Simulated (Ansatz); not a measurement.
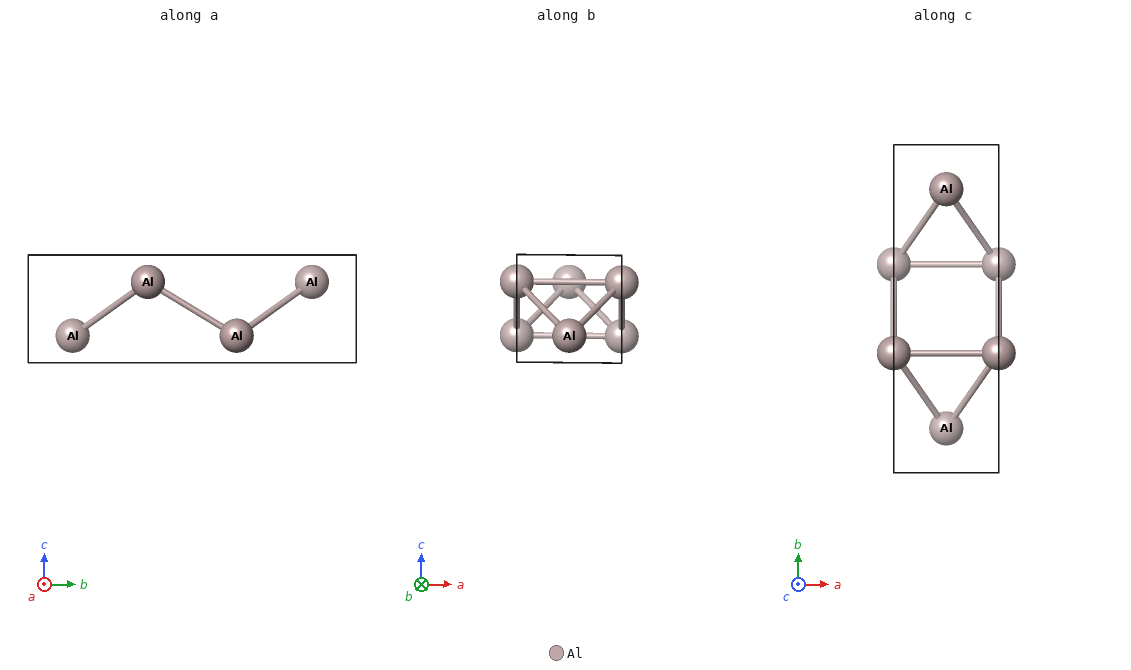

This ball-and-stick model is shown along the a axis, along the b axis and along the c axis. The drawn cell (a repeat of the simulation cell) is outlined; an atom on or near a face, edge or corner is repeated at each equivalent position.

Lattice parameters: a = 2.7833 Å, b = 8.7126 Å, c = 2.8591 Å, α = 90.000°, β = 90.585°, γ = 90.000°.

Question: Write down what is shown as a CIF in P1 with every atom of the cell, with free fractional coordinates to two decimals.

Answer:
```cif
data_structure
_symmetry_space_group_name_H-M 'P 1'
_symmetry_Int_Tables_number 1
_cell_length_a 2.7833
_cell_length_b 8.7126
_cell_length_c 2.8591
_cell_angle_alpha 90.000
_cell_angle_beta 90.585
_cell_angle_gamma 90.000
_cell_volume 69.33
loop_
_atom_site_label
_atom_site_type_symbol
_atom_site_fract_x
_atom_site_fract_y
_atom_site_fract_z
_atom_site_occupancy
Al1 Al 0.50 0.14 0.25 1
Al2 Al 0.50 0.86 0.75 1
Al3 Al 0.00 0.64 0.25 1
Al4 Al 0.00 0.36 0.75 1
```

Its origin is a structure type filled with this element by a generator (whether the element takes this form wasn't checked). Relaxation method: Ansatz, DFT, PBEsol, plane waves (420 eV) with PAW, scalar-relativistic.
